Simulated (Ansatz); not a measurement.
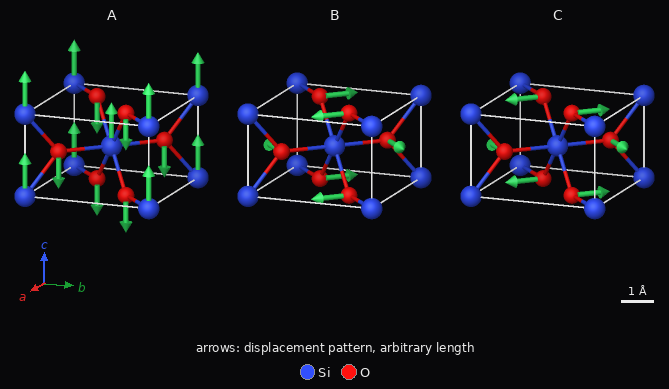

Modes of a crystal of SiO$_{2}$, space group P4₂/mnm (No. 136), at the zone centre. Displacements are drawn as green arrows; their common scale and sign are arbitrary. The picture is a ball-and-stick view of the cell of the calculation, seen slightly off an axis.

All numbers below come from DFT r2SCAN, scalar-relativistic, plane waves, PAW (Ansatz 0.2.0).

Frequencies are those without the non-analytic (LO–TO) term.

> Which are infrared-active and which Raman-active?

A is A₂u, infrared-active by symmetry (655 cm⁻¹). B is B₁g, Raman-active by symmetry (232 cm⁻¹). C is A₂g, silent by symmetry (neither infrared- nor Raman-active) (611 cm⁻¹). The crystal has a centre of inversion, so no mode is both.
